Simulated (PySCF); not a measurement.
# Run report: C$_{3}$H$_{6}$O, NMR shielding calculation

The run: NMR shielding calculation of C$_{3}$H$_{6}$O (acetone), SMILES CC(C)=O. Method and program: GIAO wB97X-D/pcSseg-1 NMR shielding, non-relativistic, IEF-PCM chloroform (PySCF 2.14.0).

The geometry comes from this level: PBE0-D3(BJ)/def2-SVP. It belongs to a series of runs on one base structure; here: solvent chloroform. Figures and captions count atoms from 1; the log counts them from 0 in places.

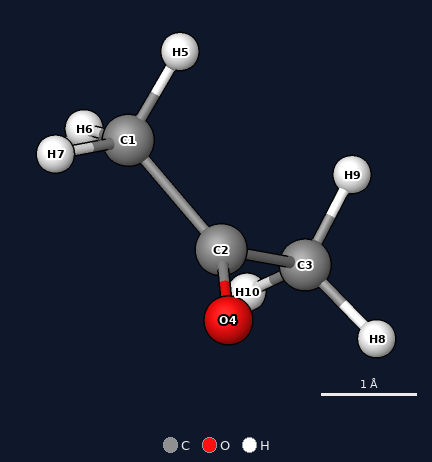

**Figure 1.** The structure (ball-and-stick view, seen at a tilt; atoms are numbered from 1 in the order of the input). Bond lengths as drawn: C–C 1.51 Å, C–H 1.10 Å and C–O 1.21 Å.

## Input
```
{"job": {"kind": "nmr", "xc": "wB97X-D", "basis": "pcSseg-1", "solvent": "chloroform", "pop": false}, "charge": 0, "multiplicity": 1}
C      1.274912    -0.239518    -0.040852
C      0.036127     0.619784    -0.145187
C     -1.284547    -0.072245     0.094106
O      0.102044     1.798671    -0.394388
H      1.504566    -0.404882     1.025103
H      1.128783    -1.229990    -0.496951
H      2.125190     0.276279    -0.504598
H     -2.093129     0.668519     0.124067
H     -1.262277    -0.648697     1.032151
H     -1.477563    -0.791741    -0.718229
```

The first line tells a small driver script what to run in PySCF; the rest is the geometry in Å.

Machine: 1 CPU thread, shared host.

Run as:
```bash
OMP_NUM_THREADS=1 python <driver script> task.json out
```

## Log
```
coarse grid: 8064 points
cycle   1  E = -192.9146289645  dE =  4.597e-01  |g| = 8.046e-01  |ddm| = 2.567e+00
cycle   2  E = -192.7962622963  dE =  1.184e-01  |g| = 1.189e+00  |ddm| = 1.442e+00
cycle   3  E = -193.0408881189  dE = -2.446e-01  |g| = 5.203e-02  |ddm| = 9.063e-01
cycle   4  E = -193.0415086640  dE = -6.205e-04  |g| = 2.655e-02  |ddm| = 5.271e-02
cycle   5  E = -193.0416800949  dE = -1.714e-04  |g| = 5.420e-03  |ddm| = 2.686e-02
cycle   6  E = -193.0416895603  dE = -9.465e-06  |g| = 1.485e-03  |ddm| = 9.827e-03
final grid: 77064 points
cycle   7  E = -193.0771477653  dE = -1.119e-04  |g| = 2.938e-03  |ddm| = 2.858e-02
cycle   8  E = -193.0771501116  dE = -2.346e-06  |g| = 1.474e-03  |ddm| = 5.199e-03
cycle   9  E = -193.0771506077  dE = -4.960e-07  |g| = 4.771e-04  |ddm| = 1.860e-03
cycle  10  E = -193.0771506755  dE = -6.782e-08  |g| = 2.202e-04  |ddm| = 7.228e-04
cycle  11  E = -193.0771506843  dE = -8.756e-09  |g| = 4.662e-05  |ddm| = 2.481e-04
cycle  12  E = -193.0771506853  dE = -1.048e-09  |g| = 1.209e-05  |ddm| = 1.165e-04
cycle  13  E = -193.0771506854  dE = -5.957e-11  |g| = 2.840e-06  |ddm| = 3.120e-05
```

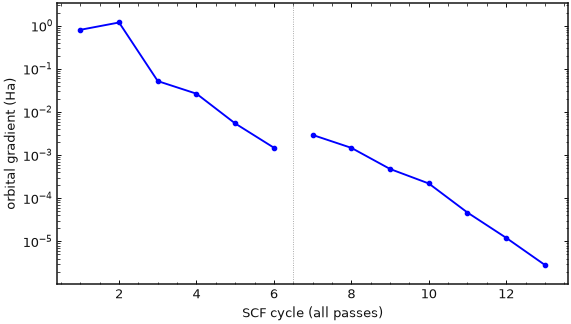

**Figure 2.** Convergence of the self-consistent field: orbital gradient against the SCF cycle. The dotted line marks the change from a coarse to the final integration grid. The first 6 cycles use a coarse grid, the final grid takes over at cycle 7, and the field converges after 13 cycles in all.

```
converged SCF energy = -193.0771506854

GIAO shielding tensors (ppm)
atom      isotropic    diamagn.    paramagn.     s11        s22        s33       span
  0 C      152.424     252.403     -99.979    132.527    134.749    189.996     57.469
  1 C      -30.376     248.517    -278.893   -109.847    -85.098    103.817    213.663
  2 C      151.460     252.399    -100.939    130.311    133.790    190.279     59.968
  3 O     -317.811     402.209    -720.020   -870.596   -398.213    315.375   1185.971
  4 H       29.124      29.510      -0.386     26.556     27.964     32.851      6.295
  5 H       28.983      30.345      -1.361     25.979     29.190     31.781      5.802
  6 H       29.563      29.486       0.077     26.399     27.946     34.344      7.945
  7 H       29.582      29.537       0.044     26.438     27.932     34.375      7.937
  8 H       28.951      30.126      -1.175     26.107     28.875     31.870      5.763
  9 H       29.067      29.687      -0.620     26.330     28.363     32.508      6.178
```

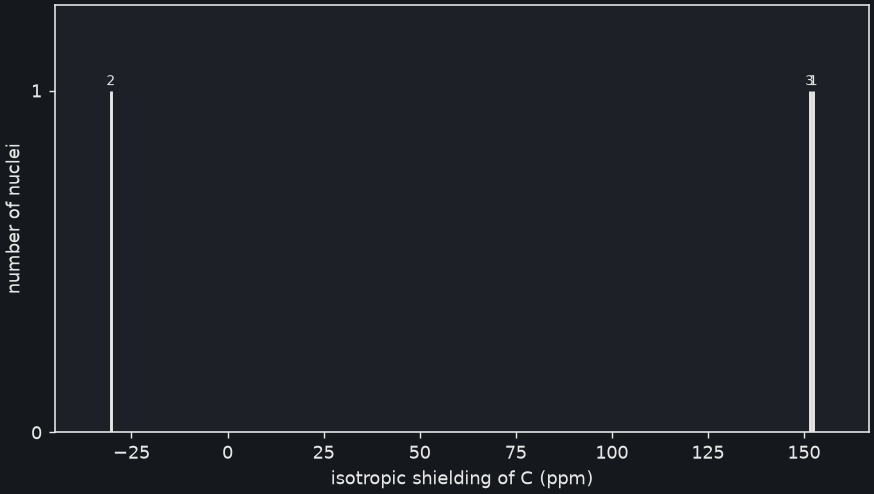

**Figure 3.** Isotropic shieldings of the carbon nuclei in this fixed geometry, labelled by atom number; shielding grows to the right, so chemical shift grows to the left. The least shielded is C2 (−30.4 ppm), the most shielded C1 (152.4 ppm).

## Results in brief

- outcome: converged
- total energy: −193.077151 hartree
- HOMO: −9.24 eV
- LUMO: 1.58 eV
- dipole moment: 3.70 D
- isotropic shielding, C: −30.4 to 152.4 ppm
- isotropic shielding, O: −317.8 ppm
- isotropic shielding, H: 29.0 to 29.6 ppm
- wall time: 19 s
- peak memory: 0.5 GiB
